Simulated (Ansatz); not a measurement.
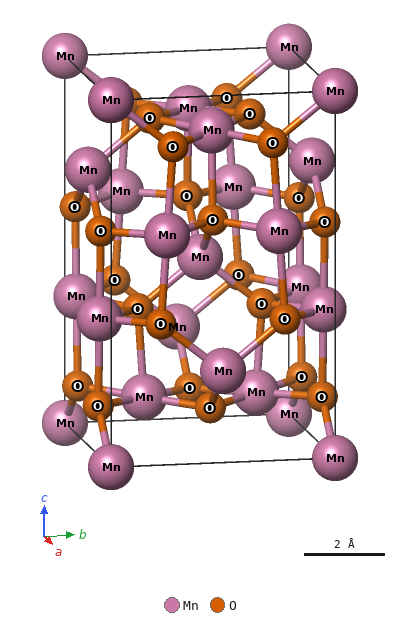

**Figure 1.** The structure as given in the input (ball-and-stick view of the cell 2 times as large as that of the calculation, set on its symmetry axes, seen slightly off an axis). Near neighbours in the crystal (not all of them lie inside the picture): Mn has 4 O at 2.03 Å; Mn has 6 O at 1.93 to 2.28 Å; O has 4 Mn at 1.93 to 2.28 Å.

Mn$_{3}$O$_{4}$: single-point calculation

The run: single-point calculation of Mn$_{3}$O$_{4}$ (14 atoms in the cell). Method and program: DFT, r2SCAN, PAW, plane waves, scalar-relativistic, spin-polarised (Ansatz 0.2.0).

The structure derives from an entry of the Crystallography Open Database. It belongs to a series of runs on one base structure; here: Broyden, beta 0.4, magnetisation mixing 0.1. Figures and captions count atoms from 1; the log counts them from 0 in places.

## What the program printed
```
Warning: crystal.symmetry: narrowed to the stabiliser of the k-point mesh — unitary ops 16 → 4; excluded 12 operations that carry a point of the 3×3×4 mesh (shift [0, 0, 0]) off the mesh (the run samples exactly the mesh kpoints.mp_grid names, as under crystal.symmetry.detect: false, and its converged state has the mesh's symmetry, not the crystal's; ε∞, the Born charges and the force constants of a linear response (`dielectric:` by the response, `phonons.method: dfpt`) are averaged over those of the crystal's operations that the state keeps within a tolerance, where `mesh_tensors`, `unaveraged_element` or `gamma_mean_max_change_ev_ang2` stands beside them; a row that `dielectric.field_direction` solves alone is averaged likewise, with nothing beside; a Γ-centred mesh of equal divisions is mapped onto itself by every operation and keeps the whole group, as does a half-shifted one under kpoints.further_shifts: images)
Engine: ansatz 0.2.0, aarch64-unknown-linux-gnu
Pseudopotentials: kind: paw
Pseudopotential: Mn, paw, valence charge 15, recommended cutoff 500 eV (meta_gga), Mn.paw.azcp
Pseudopotential: O, paw, valence charge 6, recommended cutoff 500 eV (meta_gga), O.paw.azcp
Functional definition: r2SCAN
  parameter k0 = 0.174
  parameter k1 = 0.065
  parameter a1 = 4.9479
  exchange = r2scan_x(k0 = k0, k1 = k1, a1 = a1)
  correlation = r2scan_c
Crystal: 14 atoms, lattice volume = 156.190 Å³
Basis set: ecut = 500 eV, 3993 PW (Γ), exchange–correlation on 192×192×192 points (64 copies of the dense FFT grid, shifted against one another)
Bands: 99, of which v1, the nominal top of the filled ones, is band 69 counted from 1 (68 counted from 0)
Symmetry: 4 space group operations
k-points: 14 of 36
Non-local potential: Mn, projectors of the file, l = 0: 3, l = 1: 2, l = 2: 3, l = 3: 1
Non-local potential: O, projectors of the file, l = 0: 2, l = 1: 2, l = 2: 1
PAW form: soft (Blöchl's): semilocal exchange-correlation on the pseudo side does not see the compensation charge
PAW frozen core: Mn, regenerated for the run's functional (the file was generated under x = pbe(κ = 0.804, μ = 0.2195149727645171), c = pbe(β = 0.06672455060314922))
PAW frozen core: O, regenerated for the run's functional (the file was generated under x = pbe(κ = 0.804, μ = 0.2195149727645171), c = pbe(β = 0.06672455060314922))
PAW one-centre angular grid: Mn, 590 points (default); XC on 160 Gauss nodes
PAW one-centre angular grid: O, 302 points (default); XC on 160 Gauss nodes
Initial density: superposition of atomic densities (chi_scale 0.1, normalization cell, long waves kept (reshape's long-wave potential 0.02 eV rms))
Starting moments: Σ|m| = 27 μB on 6 of 14 sites
Initial wavefunctions: pseudopotential atomic-orbital guess
Functional: x = r2scan, c = r2scan; τ floored in thin density (d = 2e-4 eV/Å³)
SCF iter   1: F=-27951.487872 eV  HF=-27979.497723 eV  |F-HF|=2.80e1  |Δ(HF+E_count)|=         —  Δρ=9.37e-2 (↑8.75e-2 ↓9.37e-2)  dr2=3.97e1  dr2_τ=3.01e-1  dr2_m=1.12e0  M=25.646 μB ∫|m|=25.755 μB  β_m=0.10  ethr=3.10e-3  ⟨swp⟩=5.9  Hψ=9455  notcnv=0  defer=13
preconditioner: auto → Kerker (q_TF=auto, 2.673 Å⁻¹)  [metal: Δε(μ)=0.024 eV  Ē_g=12.110 eV  σ=0.050 eV  W_gap=0.27  n_scr=60 (ndim 8)  ℏωp=28.2 eV  f_vac=0.000  D(μ)=4.05/eV (n_scr^D=22)]
spin=Collinear: Kerker preconditioning applied to the charge; magnetization (m = ρ↑ − ρ↓) channel mixes plain (no charge-response kernel on spin).
SCF iter   2: F=-27978.977435 eV  HF=-27976.416853 eV  |F-HF|=2.56e0  |Δ(HF+E_count)|=    3.08e0  Δρ=5.13e-2 (↑5.13e-2 ↓3.10e-2)  dr2=3.89e0  dr2_τ=2.38e-1  dr2_m=1.52e0  M=26.000 μB ∫|m|=26.216 μB  β_m=0.10  ethr=3.10e-3  ⟨swp⟩=3.0  Hψ=6242  notcnv=0  defer=333  κ⁻¹=1.0e0(r=1)
preconditioner: auto → Resta (q_TF=auto, 2.673 Å⁻¹)  ε∞=5.9  [insulator: Δε(μ)=0.227 eV  Ē_g=12.767 eV  σ=0.050 eV  W_gap=1.00  n_scr=60 (ndim 8)  ℏωp=28.2 eV  f_vac=0.000  D(μ)=0.01/eV (n_scr^D=0)  ε∞_Penn≈5.9]
spin=Collinear: Resta preconditioning applied to the charge; magnetization (m = ρ↑ − ρ↓) channel mixes plain (no charge-response kernel on spin).
SCF iter   3: F=-27979.860201 eV  HF=-27977.979183 eV  |F-HF|=1.88e0  |Δ(HF+E_count)|=    1.56e0  Δρ=3.64e-2 (↑3.64e-2 ↓2.85e-2)  dr2=1.45e0  dr2_τ=8.13e-2  dr2_m=1.17e0  M=26.000 μB ∫|m|=26.197 μB  β_m=0.10  ethr=2.82e-3  ⟨swp⟩=2.4  Hψ=4078  notcnv=0  defer=335  κ⁻¹=3.1e-2(r=2)
SCF iter   4: F=-27980.301821 eV  HF=-27979.095816 eV  |F-HF|=1.21e0  |Δ(HF+E_count)|=    1.12e0  Δρ=2.91e-2 (↑2.91e-2 ↓2.36e-2)  dr2=2.62e-1  dr2_τ=4.27e-2  dr2_m=9.26e-1  M=26.000 μB ∫|m|=26.168 μB  β_m=0.10  ethr=1.05e-3  ⟨swp⟩=2.4  Hψ=4708  notcnv=0  defer=335  κ⁻¹=6.6e-3(r=3)
SCF iter   5: F=-27980.393753 eV  HF=-27979.577940 eV  |F-HF|=8.16e-1  |Δ(HF+E_count)|=   4.82e-1  Δρ=2.25e-2 (↑2.25e-2 ↓2.06e-2)  dr2=5.81e-2  dr2_τ=2.78e-2  dr2_m=6.41e-1  M=26.000 μB ∫|m|=26.140 μB  β_m=0.10  ethr=1.90e-4  ⟨swp⟩=2.5  Hψ=5007  notcnv=0  defer=335  κ⁻¹=9.8e-4(r=4)
SCF iter   6: F=-27980.449528 eV  HF=-27980.088668 eV  |F-HF|=3.61e-1  |Δ(HF+E_count)|=   5.11e-1  Δρ=1.39e-2 (↑1.26e-2 ↓1.39e-2)  dr2=2.44e-2  dr2_τ=1.22e-2  dr2_m=2.39e-1  M=26.000 μB ∫|m|=26.119 μB  β_m=0.10  ethr=4.21e-5  ⟨swp⟩=2.2  Hψ=5304  notcnv=0  defer=338  κ⁻¹=1.5e-4(r=5)
SCF iter   7: F=-27980.479713 eV  HF=-27980.376171 eV  |F-HF|=1.04e-1  |Δ(HF+E_count)|=   2.88e-1  Δρ=7.95e-3 (↑5.59e-3 ↓7.95e-3)  dr2=4.04e-2  dr2_τ=3.71e-3  dr2_m=5.32e-2  M=26.000 μB ∫|m|=26.111 μB  β_m=0.10  ethr=1.77e-5  ⟨swp⟩=2.0  Hψ=5176  notcnv=0  defer=350  κ⁻¹=8.5e-5(r=6)
SCF iter   8: F=-27980.487519 eV  HF=-27980.483918 eV  |F-HF|=3.60e-3  |Δ(HF+E_count)|=   1.08e-1  Δρ=3.68e-3 (↑2.49e-3 ↓3.68e-3)  dr2=2.01e-2  dr2_τ=6.37e-4  dr2_m=7.62e-3  M=26.000 μB ∫|m|=26.110 μB  β_m=0.10  ethr=1.77e-5  ⟨swp⟩=2.0  Hψ=5038  notcnv=0  defer=350  κ⁻¹=3.7e-5(r=7)
SCF iter   9: F=-27980.496684 eV  HF=-27980.490609 eV  |F-HF|=6.07e-3  |Δ(HF+E_count)|=   6.69e-3  Δρ=2.35e-3 (↑2.35e-3 ↓1.55e-3)  dr2=2.19e-3  dr2_τ=1.56e-4  dr2_m=4.60e-3  M=26.000 μB ∫|m|=26.108 μB  β_m=0.10  ethr=1.45e-5  ⟨swp⟩=2.0  Hψ=4560  notcnv=0  defer=350  κ⁻¹=7.1e-6(r=8)
SCF iter  10: F=-27980.497634 eV  HF=-27980.496802 eV  |F-HF|=8.32e-4  |Δ(HF+E_count)|=   6.19e-3  Δρ=1.72e-3 (↑1.72e-3 ↓1.20e-3)  dr2=1.27e-3  dr2_τ=9.75e-5  dr2_m=2.79e-3  M=26.000 μB ∫|m|=26.106 μB  β_m=0.10  ethr=1.59e-6  ⟨swp⟩=2.0  Hψ=5006  notcnv=0  defer=350  κ⁻¹=6.9e-5(r=8)
SCF iter  11: F=-27980.498206 eV  HF=-27980.496170 eV  |F-HF|=2.04e-3  |Δ(HF+E_count)|=   6.33e-4  Δρ=1.10e-3 (↑1.04e-3 ↓1.10e-3)  dr2=2.31e-4  dr2_τ=5.68e-5  dr2_m=1.53e-3  M=26.000 μB ∫|m|=26.104 μB  β_m=0.10  ethr=9.18e-7  ⟨swp⟩=2.0  Hψ=4604  notcnv=0  defer=350  κ⁻¹=3.3e-5(r=8)
SCF iter  12: F=-27980.498414 eV  HF=-27980.498864 eV  |F-HF|=4.49e-4  |Δ(HF+E_count)|=   2.69e-3  Δρ=6.39e-4 (↑6.19e-4 ↓6.39e-4)  dr2=1.34e-3  dr2_τ=1.33e-5  dr2_m=1.65e-4  M=26.000 μB ∫|m|=26.099 μB  β_m=0.10  ethr=1.67e-7  ⟨swp⟩=2.0  Hψ=4977  notcnv=0  defer=350  κ⁻¹=2.9e-5(r=8)
SCF iter  13: F=-27980.498656 eV  HF=-27980.498573 eV  |F-HF|=8.38e-5  |Δ(HF+E_count)|=   2.91e-4  Δρ=3.46e-4 (↑3.46e-4 ↓2.93e-4)  dr2=2.72e-4  dr2_τ=5.24e-6  dr2_m=7.48e-5  M=26.000 μB ∫|m|=26.099 μB  β_m=0.10  ethr=1.67e-7  ⟨swp⟩=2.0  Hψ=4421  notcnv=0  defer=350  κ⁻¹=2.4e-5(r=8)
SCF iter  14: F=-27980.498742 eV  HF=-27980.498682 eV  |F-HF|=6.00e-5  |Δ(HF+E_count)|=   1.10e-4  Δρ=1.84e-4 (↑1.84e-4 ↓1.77e-4)  dr2=7.80e-5  dr2_τ=2.42e-6  dr2_m=1.71e-5  M=26.000 μB ∫|m|=26.098 μB  β_m=0.10  ethr=1.67e-7  ⟨swp⟩=2.0  Hψ=4626  notcnv=0  defer=350  κ⁻¹=3.7e-5(r=8)
SCF iter  15: F=-27980.498949 eV  HF=-27980.498912 eV  |F-HF|=3.68e-5  |Δ(HF+E_count)|=   2.30e-4  Δρ=1.08e-4 (↑8.34e-5 ↓1.08e-4)  dr2=7.66e-6  dr2_τ=7.22e-7  dr2_m=1.05e-5  M=26.000 μB ∫|m|=26.098 μB  β_m=0.10  ethr=5.66e-8  ⟨swp⟩=2.1  Hψ=4167  notcnv=0  defer=350  κ⁻¹=1.4e-5(r=8)
SCF iter  16: F=-27980.498952 eV  HF=-27980.498942 eV  |F-HF|=1.04e-5  |Δ(HF+E_count)|=   3.00e-5  Δρ=6.38e-5 (↑5.54e-5 ↓6.38e-5)  dr2=6.23e-7  dr2_τ=3.17e-7  dr2_m=4.77e-6  M=26.000 μB ∫|m|=26.098 μB  β_m=0.10  ethr=5.55e-9  ⟨swp⟩=2.0  Hψ=4353  notcnv=0  defer=350  κ⁻¹=4.2e-6(r=8)
SCF iter  17: F=-27980.498953 eV  HF=-27980.498949 eV  |F-HF|=3.16e-6  |Δ(HF+E_count)|=   7.68e-6  Δρ=5.57e-5 (↑5.57e-5 ↓4.58e-5)  dr2=2.34e-6  dr2_τ=1.68e-7  dr2_m=2.82e-6  M=26.000 μB ∫|m|=26.098 μB  β_m=0.10  ethr=4.52e-10  ⟨swp⟩=2.0  Hψ=4354  notcnv=0  defer=350  κ⁻¹=7.3e-5(r=8)
SCF iter  18: F=-27980.498953 eV  HF=-27980.498951 eV  |F-HF|=2.21e-6  |Δ(HF+E_count)|=   1.37e-6  Δρ=3.19e-5 (↑3.19e-5 ↓3.11e-5)  dr2=5.55e-7  dr2_τ=7.52e-8  dr2_m=1.29e-6  M=26.000 μB ∫|m|=26.098 μB  β_m=0.10  ethr=4.52e-10  ⟨swp⟩=2.3  Hψ=4372  notcnv=0  defer=350  κ⁻¹=9.9e-6(r=8)
SCF iter  19: F=-27980.498953 eV  HF=-27980.498951 eV  |F-HF|=1.93e-6  |Δ(HF+E_count)|=   3.26e-7  Δρ=2.60e-5 (↑2.60e-5 ↓2.15e-5)  dr2=3.91e-7  dr2_τ=3.62e-8  dr2_m=6.18e-7  M=26.000 μB ∫|m|=26.098 μB  β_m=0.10  ethr=4.02e-10  ⟨swp⟩=2.0  Hψ=4354  notcnv=0  defer=350  κ⁻¹=7.0e-6(r=8)
SCF iter  20: F=-27980.498953 eV  HF=-27980.498953 eV  |F-HF|=1.35e-7  |Δ(HF+E_count)|=   1.93e-6  Δρ=8.18e-6 (↑8.18e-6 ↓7.56e-6)  dr2=8.88e-8  dr2_τ=5.70e-9  dr2_m=3.07e-8  M=26.000 μB ∫|m|=26.098 μB  β_m=0.10  ethr=7.25e-11  ⟨swp⟩=3.0  Hψ=9337  notcnv=0  κ⁻¹=1.0e-5(r=8)
SCF iter  21: F=-27980.498953 eV  HF=-27980.498953 eV  |F-HF|=2.41e-7  |Δ(HF+E_count)|=   5.18e-8  Δρ=4.51e-6 (↑4.29e-6 ↓4.51e-6)  dr2=2.99e-8  dr2_τ=1.30e-9  dr2_m=8.79e-9  M=26.000 μB ∫|m|=26.098 μB  β_m=0.10  ethr=6.44e-11  ⟨swp⟩=3.1  Hψ=6782  notcnv=0  κ⁻¹=1.5e-5(r=8)
SCF iter  22: F=-27980.498953 eV  HF=-27980.498953 eV  |F-HF|=1.17e-8  |Δ(HF+E_count)|=   2.45e-7  Δρ=3.21e-6 (↑1.87e-6 ↓3.21e-6)  dr2=1.09e-8  dr2_τ=3.94e-10  dr2_m=6.18e-9  M=26.000 μB ∫|m|=26.098 μB  ethr=2.17e-11  ⟨swp⟩=4.0  Hψ=6950  notcnv=0
SCF 1 converged in 22 iterations: F = -27980.498953 eV  dr2 = 1.09e-8
  greatest PAW one-centre occupation: 1.005 electrons in one spin orbital (limit 2), on the Mn atom at site 1 (counted from 0), in its partial waves of l = 1
```

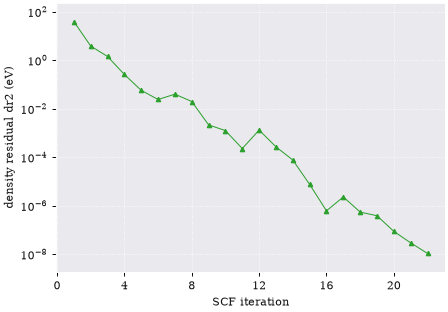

**Figure 2.** Convergence of the self-consistent field: density residual dr2 against the SCF iteration. The residual falls unevenly and jumps up by a factor of two or more 2 times on the way down.

```
this state was not tested for a lower state beside it, because the mixer in use, unlike msr1, does not test its closes by its own steps (another_mixer; see scf.mixing.algorithm and scf.lower_state_search)
SCF converged after 22 iterations
Magnetization: 26.0000 μB (82.0000 up, 56.0000 down)
Absolute magnetization: 26.1029 μB (∫|ρ↑−ρ↓|, with the PAW one-centre terms)
Spin contamination: 0.1609 ħ² per cell (⟨S²⟩ above its minimum at these occupations)
Per-site moments (μB) at R_I (Å): [(3.981217175626237, 0.8393025418739238), (3.981217175626236, 0.8393025418739235), (3.36033634736641, 0.7962258416692293), (3.360285075074488, 0.7962258416692293), (3.3602850750744864, 0.7962258416692293), (3.360336347366407, 0.7962258416692292), (0.106994196984765, 0.7962258416692295), (0.10704735412659422, 0.7962258416692293), (0.10704735412659407, 0.7962258416692292), (0.1069941969847655, 0.7962258416692293), (0.10699419698476484, 0.7962258416692293), (0.10699419698476496, 0.7962258416692296), (0.10704735412659448, 0.7962258416692293), (0.10704735412659398, 0.7962258416692295)]
Free energy (F): -27980.498953 eV
Harris-Foulkes:  -27980.498953 eV  (|F-HF|=1.17e-8)
Internal energy: -27980.498953 eV  (E = F + TS)
E sigma→0 (E₀):  -27980.498953 eV
Fermi energy:    11.317086 eV
--- Per-component energies (eV) ---
  E_band       = -1912.991811
  E_kinetic    = 3199.866763
  E_local      = -15895.418308  (includes V_loc(G=0)·N_el)
  E_nonlocal   = 1883.327230
  E_hartree    = 6392.333984
  E_xc         = -1234.327101
  E_vxc        = -1796.455944  (∫ρ·V_xc dr)
  E_paw        = -9162.813219  (= ΣΔE_a)
  E_vpaw       = -2208.058889  (= ΣTr[D̂ρ^β])
  E_aug_tail   = 0.007984  (compensation charges beyond the density's cutoff)
  E_vtau       = 119.062494  (kinetic-family band-sum trace: ∫τ·v_τ [+ j·A + Jᵃ·Aᵃ] dr)
  E_ewald      = -13161.522500
  E_core_change = -1.953786  (= ΣΔE_core)
  E_smearing   = -0.000000  (= −TS)
  E_closure    = 0.000000  (closes the sum)
  Σ components = -27980.498953   (vs F -27980.498953, Δ=0.00e0)
--- Forces (eV/Å), atoms counted from 1 ---
  atom   1  Mn    -0.00002716     0.00002716     0.00000000
  atom   2  Mn     0.00002716    -0.00002716     0.00000000
  atom   3  Mn     0.00000000     0.00000000     0.00000000
  atom   4  Mn     0.00000000     0.00000000     0.00000000
  atom   5  Mn     0.00000000    -0.00000000    -0.00000000
  atom   6  Mn     0.00000000    -0.00000000     0.00000000
  atom   7  O     -0.00026449     0.21089662    -0.16166924
  atom   8  O     -0.21061510     0.00053741    -0.16151875
  atom   9  O      0.00053741    -0.21061510    -0.16151875
  atom  10  O      0.21089662    -0.00026449    -0.16166924
  atom  11  O      0.00026449    -0.21089662     0.16166924
  atom  12  O     -0.21089662     0.00026449     0.16166924
  atom  13  O     -0.00053741     0.21061510     0.16151875
  atom  14  O      0.21061510    -0.00053741     0.16151875
  max |Σ_I F_I| component: 2.78e-17 eV/Å
--- Stress (GPa, compression-positive) ---
        2.357767       0.000014       0.000030
        0.000014       2.357767       0.000030
        0.000030       0.000030       1.680528
  P = ⅓ Tr σ = 2.1320 GPa (21.320 kbar)
```

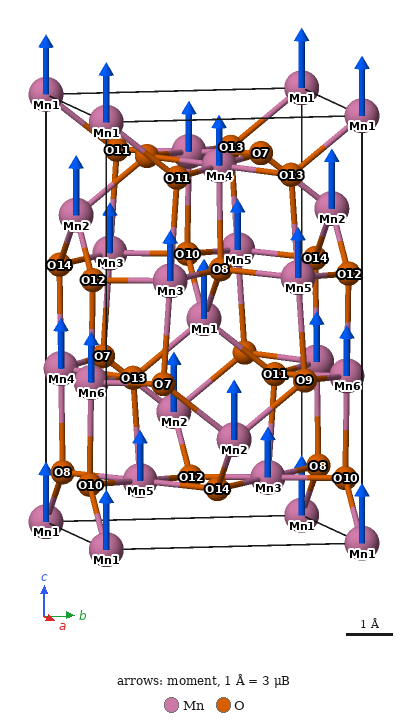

**Figure 3.** Magnetic moments of the sites as blue arrows (ball-and-stick view of the cell 2 times as large as that of the calculation, set on its symmetry axes, seen slightly off an axis; atoms are numbered from 1 in the order of the input); small moments hardly show. The run is collinear, so the axis drawn is arbitrary. Site moments: Mn1, Mn2 (3.98 μB); Mn3, Mn4, Mn5, Mn6 (3.36 μB); all 8 O atoms (0.11 μB). They are counted near the atoms and needn't add up to the moment of the cell.

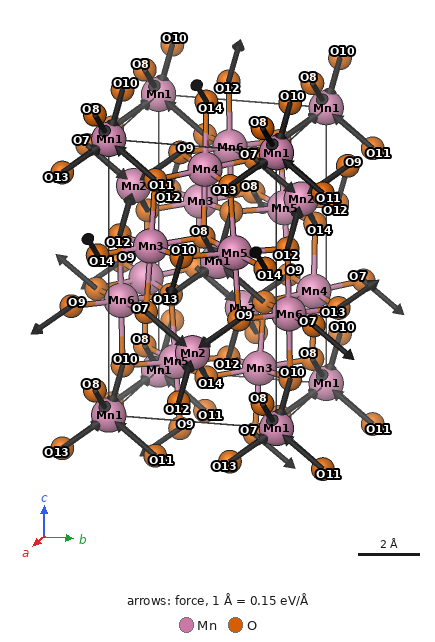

**Figure 4.** Forces on the atoms as black arrows (ball-and-stick view of the cell 2 times as large as that of the calculation, set on its symmetry axes, seen slightly off an axis; bonded neighbours outside the cell are drawn too; atoms are numbered from 1 in the order of the input). The largest act on all 8 O atoms (0.27 eV/Å). The geometry is not a stationary point of this energy.

The run was set up as follows.

## Input file
```yaml
crystal:
  lattice:
    - [-2.8787, 2.8787, 4.71195]
    - [2.8787, -2.8787, 4.71195]
    - [2.8787, 2.8787, -4.71195]
  atoms:
    - { symbol: Mn, position: [0.0, 0.0, 0.0], spin: 4.5 }
    - { symbol: Mn, position: [0.75, 0.25, 0.5], spin: 4.5 }
    - { symbol: Mn, position: [0.875, 0.625, 0.25], spin: 4.5 }
    - { symbol: Mn, position: [0.375, 0.625, 0.25], spin: 4.5 }
    - { symbol: Mn, position: [0.375, 0.625, 0.75], spin: 4.5 }
    - { symbol: Mn, position: [0.375, 0.125, 0.75], spin: 4.5 }
    - { symbol: O, position: [0.6069, 0.384, 0.2229] }
    - { symbol: O, position: [0.134, 0.4111, 0.2771] }
    - { symbol: O, position: [0.1611, 0.384, 0.7771] }
    - { symbol: O, position: [0.134, 0.8569, 0.7229] }
    - { symbol: O, position: [0.1431, 0.866, 0.2771] }
    - { symbol: O, position: [0.616, 0.3931, 0.7771] }
    - { symbol: O, position: [0.5889, 0.866, 0.7229] }
    - { symbol: O, position: [0.616, 0.8389, 0.2229] }
magnetization:
  spin_polarized: true
hamiltonian:
  xc: r2scan
  pseudopotentials: { kind: paw }
basis:
  ecutwfc: 500
kpoints:
  mp_grid: { grid: [3, 3, 4] }
scf:
  occupations: { method: gaussian, width: 0.05 }
  lower_state_search: "off"
  algorithm: density_mixing
  max_iter: 100
  mixing: { algorithm: broyden, beta: 0.4, beta_mag: 0.1, spin_hold: "off" }
output:
  forces: true
  stress: true
```

Launched with:
```bash
ansatz run input.yaml --threads 2 --pin off --max-ram 5120MiB --backend cpu --events-out ev --progress --plain --runs-dir out
```

## Key numbers

- outcome: converged
- space group (tolerance 0.01 Å): I4₁/amd (141)
- electrons treated: 138
- free energy: −27980.4990 eV
- Fermi energy: 11.317 eV
- net moment of the cell: 26.00 μB
- integrated absolute moment: 26.10 μB
- pressure: 2.13 GPa
- largest force (length of the vector): 0.266 eV/Å
- hardware: 2 threads of Arm Neoverse V2, 24 GiB of memory available, shared host
- wall time: 63 s (CPU time 2 min)
- peak memory: 1.2 GiB

The program warns: the state was not tested for a lower one; the k-point mesh lowers the symmetry that the run can use.
